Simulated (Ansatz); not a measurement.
# Tl2Te (model cell, started as antifluorite): a soft mode frozen in, part 2 of 3

Aim: this structure of Tl2Te (model cell, started as antifluorite) is to be tested for unstable modes, and one is followed downhill.

Ansatz 0.2.0; DFT PBEsol, scalar-relativistic, plane waves, PAW.

So far, highest frequency on the path or at a solved wavevector (cm⁻¹): step 2 (phonons on a q mesh) 83.6. Also lowest frequency on the path (cm⁻¹): step 2 -25.5.

The structure was built from a prototype and need not be the compound's stable phase.

### Step 5. Energy along the mode, all amplitudes (two of the runs are shown above)

An imaginary frequency means negative curvature, so the energy should fall and then rise again as anharmonic terms take over.

Numbers from this step:

```
depth at the lowest point sampled  : 1.96 meV/atom
largest atomic shift at that point : 0.32 Å
```

The energy from the parent by largest atomic shift:

```csv
largest atomic shift (Å),energy from the parent (meV/atom)
0.000,0
0.040,-0.144
0.080,-0.376
0.140,-0.611
0.220,-1.30
0.320,-1.96
0.450,0.754
0.600,10.8
```

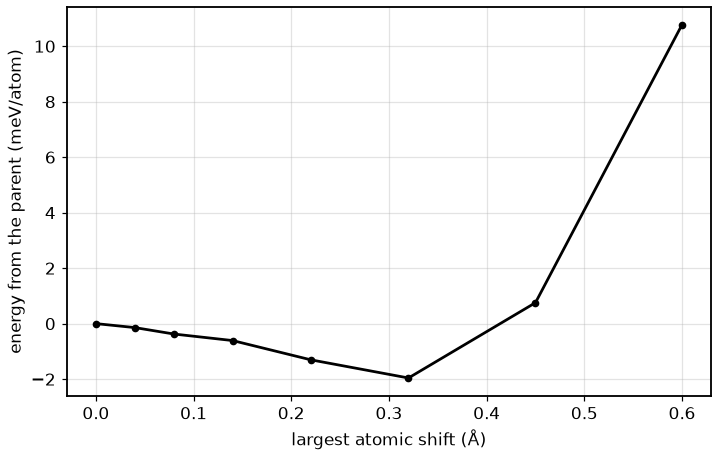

Energy from the parent, plotted against largest atomic shift.

Displacement at unit largest shift by atom:

```csv
atom,x (Å),y (Å),z (Å),size
Te1,0.000,0.140,0.990,1.000
Te2,0.000,-0.140,-0.990,1.000
Tl3,0.000,0.447,0.063,0.451
Tl4,0.000,-0.447,-0.063,0.451
Tl5,0.000,0.447,0.063,0.451
Tl6,0.000,-0.447,-0.063,0.451
```

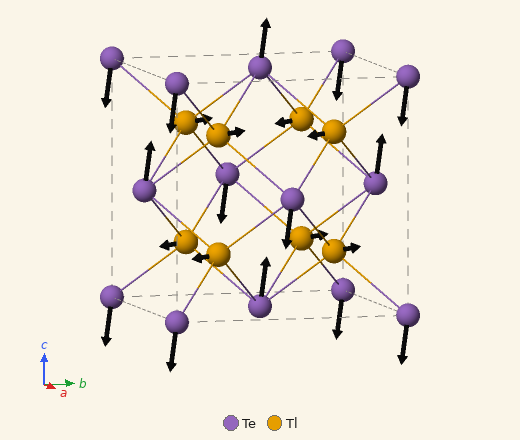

Displacement at unit largest shift as arrows, the longest 1.000 Å. Some periodic images of atoms are drawn too.

The lowest of the steps tried is at 0.32 Å, 1.96 meV/atom below the parent; the bottom of the well need not coincide with a step.

### Step 6. Relaxation from the frozen mode

Starting from the lowest point found, all atoms and the cell are let go, so that strain and other modes of the same symmetry can join in.

The input, input.yaml:

```yaml
crystal:
  lattice:
    - [0.0, -3.8354657154, -3.8354657154]
    - [0.0, 3.8354657154, -3.8354657154]
    - [7.6709314308, 0.0, 0.0]
  atoms:
    - { symbol: Te, position: [0.4528429279, 0.4645507779, 0.5] }
    - { symbol: Te, position: [0.0471570721, 0.0354492221, 0.0] }
    - { symbol: Tl, position: [-0.0212736286, 0.515991951, 0.75] }
    - { symbol: Tl, position: [0.5212736286, -0.015991951, 0.25] }
    - { symbol: Tl, position: [-0.0212736286, 0.515991951, 0.25] }
    - { symbol: Tl, position: [0.5212736286, -0.015991951, 0.75] }
kpoints:
  mp_grid: { grid: [6, 6, 4] }
hamiltonian:
  xc: pbesol
scf:
  occupations: { method: gaussian, width: 0.01 }
output:
  forces: true
  stress: true
  eigenvalues: true
relax:
  adjacent_minimum: "off"
  f_tol: 0.002
  max_steps: 120
  cell: { stress_tol: 0.03 }
```

Command:

```bash
> ansatz run input.yaml --threads 4 --pin off --max-ram 7168MiB --backend cpu --events-out ev --progress --plain --runs-dir out
```

Numbers of over 12 decimals in the logs are rounded to 6 here.

Output:

```text
[...]
Crystal: 6 atoms, lattice volume = 225.691 Å³
Basis set: ecut = 420 eV, 4429 PW (Γ), exchange–correlation on 80×80×108 points (8 copies of the dense FFT grid, shifted against one another)
Bands: 51, of which v1, the nominal top of the filled ones, is band 42 counted from 1 (41 counted from 0)
Symmetry: 4 space group operations
[...]
k-points: 60 of 144
[...]
SCF iter   1: F=—  HF=-58986.689683 eV  |F-HF|=—  |Δ(HF+E_count)|=         —  Δρ=2.11e-3  dr2=1.11e-2  ethr=1.77e-3  ⟨swp⟩=7.4  Hψ=12755  notcnv=0
[...]
SCF iter   6: F=-58986.681909 eV  HF=-58986.681909 eV  |F-HF|=5.39e-8  |Δ(HF+E_count)|=   1.08e-7  Δρ=4.09e-6  dr2=4.07e-8  ethr=1.19e-10  ⟨swp⟩=10.7  Hψ=14967  notcnv=0
SCF 1 converged in 6 iterations: F = -58986.681909 eV  dr2 = 4.07e-8
[...]
relax step   1: F+E_penalty+E_count = -58986.68190858 eV  Δ(F+E_penalty+E_count) = +0.000e0 eV  max|allowed force component| = 2.591e-2 eV/Å  Δτ_max = 0.0000 Å  P = +0.042 GPa  Ω = 225.691 Å³  (6 SCF iters, dr2 threshold 1.00e-7 eV, accepted)
Crystal: 6 atoms, lattice volume = 225.995 Å³
Basis set: ecut = 420 eV, 4413 PW (Γ), exchange–correlation on 80×80×108 points (8 copies of the dense FFT grid, shifted against one another)
[...]
SCF iter   5: F=-58986.686546 eV  HF=-58986.686546 eV  |F-HF|=5.28e-8  |Δ(HF+E_count)|=   4.12e-7  Δρ=4.48e-6  dr2=6.58e-8  ethr=2.08e-10  ⟨swp⟩=5.1  Hψ=14490  notcnv=0
SCF 2 converged in 5 iterations: F = -58986.686546 eV  dr2 = 6.58e-8
relax step   2: F+E_penalty+E_count = -58986.68654637 eV  Δ(F+E_penalty+E_count) = -4.638e-3 eV  max|allowed force component| = 1.299e-2 eV/Å  Δτ_max = 0.0134 Å  P = +0.021 GPa  Ω = 225.995 Å³  energy of the carried Pulay correction = -5.169e-5 eV  (5 SCF iters, dr2 threshold 1.75e-7 eV, accepted)
Crystal: 6 atoms, lattice volume = 226.211 Å³
Basis set: ecut = 420 eV, 4389 PW (Γ), exchange–correlation on 80×80×108 points (8 copies of the dense FFT grid, shifted against one another)
[...]
SCF iter   6: F=-58986.693097 eV  HF=-58986.693097 eV  |F-HF|=4.54e-8  |Δ(HF+E_count)|=   2.06e-7  Δρ=4.20e-6  dr2=8.31e-8  ethr=1.36e-10  ⟨swp⟩=7.2  Hψ=13469  notcnv=0
SCF 3 converged in 6 iterations: F = -58986.693097 eV  dr2 = 8.31e-8
relax step   3: F+E_penalty+E_count = -58986.69309711 eV  Δ(F+E_penalty+E_count) = -6.551e-3 eV  max|allowed force component| = 3.790e-2 eV/Å  Δτ_max = 0.0328 Å  P = -0.021 GPa  Ω = 226.211 Å³  energy of the carried Pulay correction = -8.814e-5 eV  (6 SCF iters, dr2 threshold 1.14e-7 eV, accepted)
[... from here on, the SCF cycles and remarks between the steps are left out ...]
relax step   4: F+E_penalty+E_count = -58986.69603360 eV  Δ(F+E_penalty+E_count) = -2.936e-3 eV  max|allowed force component| = 3.038e-2 eV/Å  Δτ_max = 0.0739 Å  P = -0.214 GPa  Ω = 227.856 Å³  energy of the carried Pulay correction = -3.651e-4 eV  (7 SCF iters, dr2 threshold 8.98e-8 eV, accepted)
relax step   5: F+E_penalty+E_count = -58986.70114396 eV  Δ(F+E_penalty+E_count) = -5.110e-3 eV  max|allowed force component| = 4.651e-2 eV/Å  Δτ_max = 0.1095 Å  P = -0.267 GPa  Ω = 227.895 Å³  energy of the carried Pulay correction = -3.717e-4 eV  (7 SCF iters, dr2 threshold 2.19e-7 eV, accepted)
relax step   6: F+E_penalty+E_count = -58986.70756319 eV  Δ(F+E_penalty+E_count) = -6.419e-3 eV  max|allowed force component| = 9.618e-2 eV/Å  Δτ_max = 0.1951 Å  P = -0.300 GPa  Ω = 226.042 Å³  energy of the carried Pulay correction = -5.961e-5 eV  (7 SCF iters, dr2 threshold 5.68e-7 eV, accepted)
relax step   7: F+E_penalty+E_count = -58986.71631196 eV  Δ(F+E_penalty+E_count) = -8.749e-3 eV  max|allowed force component| = 6.339e-2 eV/Å  Δτ_max = 0.0549 Å  P = +0.016 GPa  Ω = 223.467 Å³  energy of the carried Pulay correction = +3.812e-4 eV  (6 SCF iters, dr2 threshold 6.00e-7 eV, accepted)
relax step   8: F+E_penalty+E_count = -58986.72345464 eV  Δ(F+E_penalty+E_count) = -7.143e-3 eV  max|allowed force component| = 4.190e-3 eV/Å  Δτ_max = 0.0201 Å  P = +0.027 GPa  Ω = 222.351 Å³  energy of the carried Pulay correction = +5.748e-4 eV  (6 SCF iters, dr2 threshold 2.51e-7 eV, accepted)
relax step   9: F+E_penalty+E_count = -58986.72556945 eV  Δ(F+E_penalty+E_count) = -2.115e-3 eV  max|allowed force component| = 4.864e-3 eV/Å  Δτ_max = 0.0165 Å  P = +0.018 GPa  Ω = 222.484 Å³  energy of the carried Pulay correction = +5.518e-4 eV  (6 SCF iters, dr2 threshold 1.82e-8 eV, accepted)
relax step  10: F+E_penalty+E_count = -58986.72869193 eV  Δ(F+E_penalty+E_count) = -3.122e-3 eV  max|allowed force component| = 1.508e-2 eV/Å  Δτ_max = 0.0856 Å  P = -0.160 GPa  Ω = 223.828 Å³  energy of the carried Pulay correction = +3.189e-4 eV  (7 SCF iters, dr2 threshold 2.16e-8 eV, accepted)
relax step  11: F+E_penalty+E_count = -58986.73076117 eV  Δ(F+E_penalty+E_count) = -2.069e-3 eV  max|allowed force component| = 1.887e-2 eV/Å  Δτ_max = 0.0464 Å  P = -0.004 GPa  Ω = 222.271 Å³  energy of the carried Pulay correction = +5.888e-4 eV  (5 SCF iters, dr2 threshold 3.04e-7 eV, accepted)
relax step  12: F+E_penalty+E_count = -58986.73397003 eV  Δ(F+E_penalty+E_count) = -3.209e-3 eV  max|allowed force component| = 1.554e-2 eV/Å  Δτ_max = 0.0139 Å  P = -0.008 GPa  Ω = 221.760 Å³  energy of the carried Pulay correction = +6.780e-4 eV  (6 SCF iters, dr2 threshold 9.75e-8 eV, accepted)
relax step  13: F+E_penalty+E_count = -58986.73693122 eV  Δ(F+E_penalty+E_count) = -2.961e-3 eV  max|allowed force component| = 9.274e-2 eV/Å  Δτ_max = 0.0618 Å  P = -0.083 GPa  Ω = 219.129 Å³  energy of the carried Pulay correction = +1.143e-3 eV  (7 SCF iters, dr2 threshold 7.42e-8 eV, accepted)
relax step  14: F+E_penalty+E_count = -58986.72746654 eV  Δ(F+E_penalty+E_count) = +9.465e-3 eV  max|allowed force component| = 1.005e-1 eV/Å  Δτ_max = 0.0960 Å  P = +0.235 GPa  Ω = 216.651 Å³  energy of the carried Pulay correction = +1.590e-3 eV  (7 SCF iters, dr2 threshold 5.38e-7 eV, rejected (line search))
relax step  15: F+E_penalty+E_count = -58986.74753447 eV  Δ(F+E_penalty+E_count) = -1.060e-2 eV  max|allowed force component| = 1.634e-2 eV/Å  Δτ_max = 0.0372 Å  P = +0.024 GPa  Ω = 218.591 Å³  energy of the carried Pulay correction = +1.240e-3 eV  (10 SCF iters, accepted)
relax step  16: F+E_penalty+E_count = -58986.74812212 eV  Δ(F+E_penalty+E_count) = -5.877e-4 eV  max|allowed force component| = 7.112e-3 eV/Å  Δτ_max = 0.0224 Å  P = -0.031 GPa  Ω = 218.509 Å³  energy of the carried Pulay correction = +1.254e-3 eV  (7 SCF iters, dr2 threshold 1.67e-8 eV, accepted)
relax step  17: F+E_penalty+E_count = -58986.74823039 eV  Δ(F+E_penalty+E_count) = -1.083e-4 eV  max|allowed force component| = 1.089e-3 eV/Å  Δτ_max = 0.0033 Å  P = +0.019 GPa  Ω = 218.330 Å³  energy of the carried Pulay correction = +1.286e-3 eV  (5 SCF iters, dr2 threshold 4.11e-9 eV, accepted)
relax step  18: F+E_penalty+E_count = -58986.74822653 eV  Δ(F+E_penalty+E_count) = +3.863e-6 eV  max|allowed force component| = 7.268e-4 eV/Å  Δτ_max = 0.0041 Å  P = +0.002 GPa  Ω = 218.390 Å³  energy of the carried Pulay correction = +1.276e-3 eV  (8 SCF iters, accepted)
relax step  19: F+E_penalty+E_count = -58986.75382967 eV  Δ(F+E_penalty+E_count) = -5.603e-3 eV  max|allowed force component| = 4.553e-4 eV/Å  Δτ_max = 0.0000 Å  P = +0.054 GPa  Ω = 218.390 Å³  stress off target by 1.69e-1 GPa  SCF on the basis re-selected at this cell (its energy is not comparable with the rows above)  (7 SCF iters)
relax step  20: F+E_penalty+E_count = -58986.75567931 eV  Δ(F+E_penalty+E_count) = -1.850e-3 eV  max|allowed force component| = 1.632e-3 eV/Å  Δτ_max = 0.0167 Å  P = +0.024 GPa  Ω = 218.343 Å³  energy of the carried Pulay correction = +5.186e-6 eV  (5 SCF iters, dr2 threshold 7.17e-8 eV, accepted)
relax step  21: F+E_penalty+E_count = -58986.75653931 eV  Δ(F+E_penalty+E_count) = -8.600e-4 eV  max|allowed force component| = 3.986e-3 eV/Å  Δτ_max = 0.0299 Å  P = -0.003 GPa  Ω = 218.181 Å³  energy of the carried Pulay correction = +2.911e-5 eV  (6 SCF iters, dr2 threshold 2.26e-8 eV, accepted)
relax step  22: F+E_penalty+E_count = -58986.75639727 eV  Δ(F+E_penalty+E_count) = +1.420e-4 eV  max|allowed force component| = 9.740e-3 eV/Å  Δτ_max = 0.0069 Å  P = +0.019 GPa  Ω = 218.548 Å³  energy of the carried Pulay correction = -3.481e-5 eV  (7 SCF iters, dr2 threshold 9.93e-10 eV, rejected (line search))
relax step  23: F+E_penalty+E_count = -58986.75657537 eV  Δ(F+E_penalty+E_count) = -3.606e-5 eV  max|allowed force component| = 4.460e-4 eV/Å  Δτ_max = 0.0043 Å  P = -0.001 GPa  Ω = 218.317 Å³  energy of the carried Pulay correction = +5.672e-6 eV  (8 SCF iters, accepted)
relax step  24: F+E_penalty+E_count = -58986.75657628 eV  Δ(F+E_penalty+E_count) = -9.061e-7 eV  max|allowed force component| = 8.403e-4 eV/Å  Δτ_max = 0.0025 Å  P = -0.001 GPa  Ω = 218.357 Å³  energy of the carried Pulay correction = -1.022e-6 eV  (7 SCF iters, accepted)
[...]
SCF iter   6: F=-58986.756586 eV  HF=-58986.756586 eV  |F-HF|=1.46e-11  |Δ(HF+E_count)|=  7.28e-12  Δρ=4.63e-8  dr2=1.07e-11  ethr=1.00e-12  ⟨swp⟩=6.2  Hψ=13868  notcnv=0
SCF 25 converged in 6 iterations: F = -58986.756586 eV  dr2 = 1.07e-11
relax step  25: F+E_penalty+E_count = -58986.75658619 eV  Δ(F+E_penalty+E_count) = -9.917e-6 eV  max|allowed force component| = 8.107e-4 eV/Å  Δτ_max = 0.0000 Å  P = -0.002 GPa  Ω = 218.357 Å³  stress off target by 3.75e-3 GPa  SCF on the basis re-selected at this cell (its energy is not comparable with the rows above)  (6 SCF iters)
[...]
SCF converged after 6 iterations
Free energy (F): -58986.756586 eV
[...]
Internal energy: -58986.756508 eV  (E = F + TS)
E sigma→0 (E₀):  -58986.756547 eV
Entropy (-TS):   -0.000078 eV (-0.013 meV/atom)
Fermi energy:    7.301281 eV
[...]
--- Forces (eV/Å), atoms counted from 1 ---
  atom   1  Te    -0.00000000    -0.00081065    -0.00023858
  atom   2  Te     0.00000000     0.00081065     0.00023858
  atom   3  Tl     0.00048779     0.00001698     0.00021810
  atom   4  Tl     0.00048779    -0.00001698    -0.00021810
  atom   5  Tl    -0.00048779     0.00001698     0.00021810
  atom   6  Tl    -0.00048779    -0.00001698    -0.00021810
  max |Σ_I F_I| component: 1.08e-19 eV/Å
--- Stress (GPa, compression-positive) ---
       -0.002490      -0.000000      -0.000000
       -0.000000      -0.002579       0.001772
       -0.000000       0.001772      -0.001069
  P = ⅓ Tr σ = -0.0020 GPa (-0.020 kbar)
--- Band table (eV; the first three rows and the last of 60) ---
  k-point 0: bands = [... 38 lower, 5.6078, 6.3065, 6.3320, 6.3983, 7.6642, 8.3745, 9.6124, 10.5939, ... 5 higher]
  k-point 1: bands = [... 38 lower, 5.5206, 5.8374, 6.2249, 6.8158, 7.8182, 9.2399, 9.7536, 10.3755, ... 5 higher]
  k-point 2: bands = [... 38 lower, 5.8499, 5.8499, 6.2689, 6.2689, 9.0675, 9.0675, 10.1891, 10.1891, ... 5 higher]
  k-point 59: bands = [... 38 lower, 6.0218, 6.0218, 6.2110, 6.2110, 7.9892, 7.9892, 9.6872, 9.6872, ... 5 higher]
--- Relaxed structure (23 steps of the walk, 21 accepted, 2 SCFs on fresh bases) ---
  F+E_penalty+E_count = -58986.75658619 eV   max|allowed force component| = 8.107e-4 eV/Å   (the final SCF, on the basis selected at the relaxed cell)
  cell:  # Å, volume = 218.3567 Å³
    - [0.0, -4.492430, -4.492209]
    - [0.0, 3.176664, -3.176444]
    - [7.650851, 0.0, 0.0]
  atoms:
    - { symbol: Te, position: [0.377642, 0.500030, 0.500000] }
    - { symbol: Te, position: [0.122358, -2.9978002772254597e-5, -1.1542689205138074e-19] }
    - { symbol: Tl, position: [-0.038945, 0.499994, 0.734128] }
    - { symbol: Tl, position: [0.538945, 6.130218211108929e-6, 0.234128] }
    - { symbol: Tl, position: [-0.038945, 0.499994, 0.265872] }
    - { symbol: Tl, position: [0.538945, 6.130218211108929e-6, 0.765872] }
```

Run time: 4 min. Hardware: 4 threads of Arm Neoverse V2, shared host; peak memory 0.92 GiB.

Relaxation path (22 of 25):

```csv
step,energy less that of the first step (eV),largest force component (eV/Å),pressure (GPa),volume (Å³)
1,0.0000,0.0259,0.04,225.69
2,-0.0046,0.0130,0.02,226.00
3,-0.0112,0.0379,-0.02,226.21
4,-0.0141,0.0304,-0.21,227.86
6,-0.0257,0.0962,-0.30,226.04
7,-0.0344,0.0634,0.02,223.47
8,-0.0415,0.0042,0.03,222.35
9,-0.0437,0.0049,0.02,222.48
10,-0.0468,0.0151,-0.16,223.83
11,-0.0489,0.0189,0.00,222.27
12,-0.0521,0.0155,-0.01,221.76
14,-0.0456,0.1005,0.24,216.65
15,-0.0656,0.0163,0.02,218.59
16,-0.0662,0.0071,-0.03,218.51
17,-0.0663,0.0011,0.02,218.33
18,-0.0663,0.0007,0.00,218.39
19*,-0.0719,0.0005,0.05,218.39
20,-0.0738,0.0016,0.02,218.34
22,-0.0745,0.0097,0.02,218.55
23,-0.0747,0.0004,0.00,218.32
24,-0.0747,0.0008,0.00,218.36
25*,-0.0747,0.0008,0.00,218.36
```

Relaxation steps marked * repeat the geometry before them on a plane-wave basis chosen anew for their cell, so energy and pressure can jump there. Other such steps can lie between the rows shown. Relaxation steps 14, 22 were tried and not accepted.

Forces are held to the 4 operations that the run works with; a distortion that breaks them can't arise in this run.

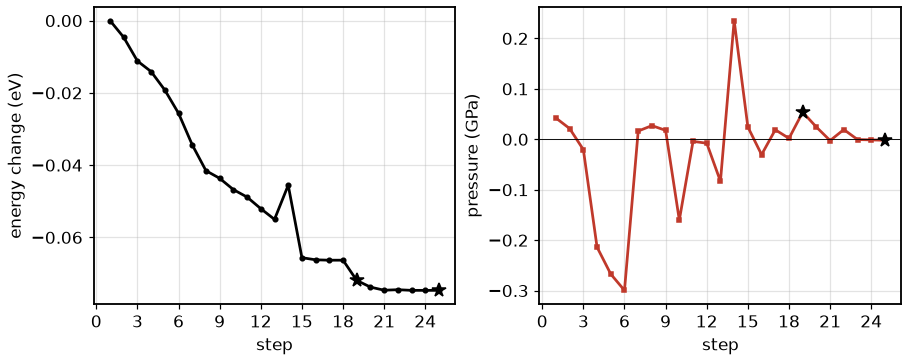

Energy and pressure along the relaxation. Stars mark steps on a basis chosen anew.

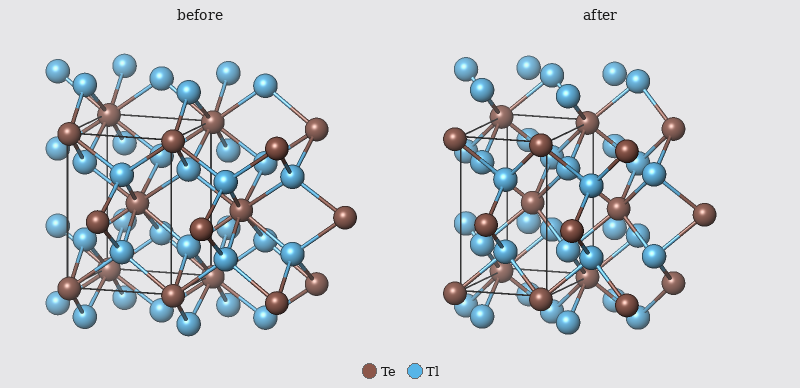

Before and after, at one scale. Bonds to atoms that aren't drawn are left out.

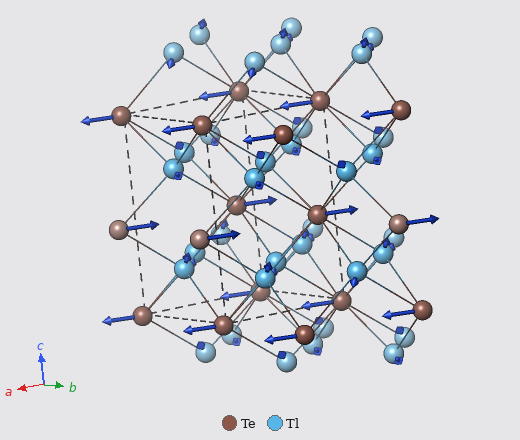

Displacements in the relaxation, exaggerated, measured against the changing cell; the longest in the cell stands for 0.50 Å. 1×2×1 cells are drawn. Some periodic images of atoms are drawn too.

```csv
cell as run,before,after,change
a (Å),5.424,6.353,+17.1 %
b (Å),5.424,4.492,-17.2 %
c (Å),7.671,7.651,-0.3 %
volume (Å³/atom),37.62,36.39,-3.2 %
```

The atoms that moved most (Å, as changes of fractional coordinates times the final cell):

```csv
atom,dx,dy,dz,length
Te1,0.000,0.451,0.225,0.504
Te2,0.000,-0.451,-0.225,0.504
Tl5,0.121,0.029,0.130,0.180
Tl4,-0.121,-0.029,-0.130,0.180
Tl6,0.121,-0.029,-0.130,0.180
Tl3,-0.121,0.029,0.130,0.180
```

The relaxed structure:

```xyz
6
Lattice="0.0000 -4.4924 -4.4922 0.0000 3.1767 -3.1764 7.6509 0.0000 0.0000" Properties=species:S:1:pos:R:3 pbc="T T T"
Te    3.8254   -0.1081   -3.2848
Te    0.0000   -0.5498   -0.5496
Tl    5.6167    1.7633   -1.4133
Tl    1.7913   -2.4212   -2.4211
Tl    2.0341    1.7633   -1.4133
Tl    5.8596   -2.4212   -2.4211
```

This step gave:

```
pressure        : -0.002046 GPa
volume per atom : 36.39 Å³
```

The distorted start has space group P2_1/m; the relaxation ends in Pmmn.

### Step 7. The new phase in its own primitive cell

The relaxed structure is symmetrised, reduced to its primitive cell and relaxed tightly, as its phonons need.

The input, input.yaml:

```yaml
crystal:
  lattice:
    - [4.4923257381, 0.0, 0.0]
    - [0.0, 7.6508510624, 0.0]
    - [0.0, 0.0, 6.3530991176]
  atoms:
    - { symbol: Te, position: [0.0, 0.5, 0.1276424303] }
    - { symbol: Te, position: [0.5, 0.0, 0.8723575697] }
    - { symbol: Tl, position: [0.0, 0.2658715541, 0.7110547465] }
    - { symbol: Tl, position: [0.5, 0.7658715541, 0.2889452535] }
    - { symbol: Tl, position: [0.0, 0.7341284459, 0.7110547465] }
    - { symbol: Tl, position: [0.5, 0.2341284459, 0.2889452535] }
kpoints:
  mp_grid: { grid: [8, 4, 6] }
hamiltonian:
  xc: pbesol
scf:
  occupations: { method: gaussian, width: 0.01 }
output:
  forces: true
  stress: true
  eigenvalues: true
relax:
  adjacent_minimum: "off"
  f_tol: 0.001
  max_steps: 60
  cell: { stress_tol: 0.01 }
```

Output:

```text
[...]
Crystal: 6 atoms, lattice volume = 218.357 Å³
Basis set: ecut = 420 eV, 4247 PW (Γ), exchange–correlation on 64×108×90 points (8 copies of the dense FFT grid, shifted against one another)
Bands: 51, of which v1, the nominal top of the filled ones, is band 42 counted from 1 (41 counted from 0)
Symmetry: 8 space group operations
[...]
k-points: 60 of 192
[...]
cell:  # Å, volume = 218.4297 Å³
    - [4.481727, 0.0, 0.0]
    - [0.0, 7.650496, 0.0]
    - [0.0, 0.0, 6.370547]
  atoms:
    - { symbol: Te, position: [0, 0.500000, 0.127494] }
    - { symbol: Te, position: [0.500000, 0, 0.872506] }
    - { symbol: Tl, position: [0, 0.266194, 0.711354] }
    - { symbol: Tl, position: [0.500000, 0.766194, 0.288646] }
    - { symbol: Tl, position: [0, 0.733806, 0.711354] }
    - { symbol: Tl, position: [0.500000, 0.233806, 0.288646] }
[key lines of the parts left out:]
SCF converged after 6 iterations
Free energy (F): -58986.756358 eV
Fermi energy:    7.313391 eV
P = ⅓ Tr σ = 0.0004 GPa (0.004 kbar)
```

Elapsed: 62 s, on 4 threads; peak memory 0.89 GiB; 4 min of CPU time.

The steps of the relaxation:

```csv
step,energy less that of the first step (eV),largest force component (eV/Å),pressure (GPa),volume (Å³)
1,0.0000,0.0024,0.01,218.36
2,0.0000,0.0020,0.00,218.44
3,0.0000,0.0012,0.00,218.55
4,-0.0001,0.0010,0.00,218.47
5,-0.0001,0.0004,0.00,218.44
6,-0.0001,0.0002,0.00,218.43
7*,-0.0001,0.0002,0.00,218.43
```

Relaxation steps marked * repeat the geometry before them on a plane-wave basis chosen anew for their cell, so energy and pressure can jump there.

Forces are held to the 8 operations that the run works with; a distortion that breaks them can't arise in this run.

```csv
"conventional cell, symmetrised",before,after,change
a (Å),4.492,4.482,-0.2 %
b (Å),7.651,7.650,-0.0 %
c (Å),6.353,6.371,+0.3 %
volume (Å³/atom),36.39,36.40,+0.0 %
```

This step gave:

```
pressure        : 4.40e-4 GPa
volume per atom : 36.40 Å³
```

The largest force component left is 0.18 meV/Å and the pressure is 0.000 GPa, within the tolerances set. The cell now holds 36.40 Å³/atom.

(Part 2 of 3 ends here.)

[Logs are printed without paths, hosts, clocks, repeated set-up lines and the standing remarks that a program may print on its own settings, such as how far it seeks lower states.]

[Hosts, paths, dates, database ids (printed as entryN), source tags and the programs' standing remarks are cut or masked in the printed files.]
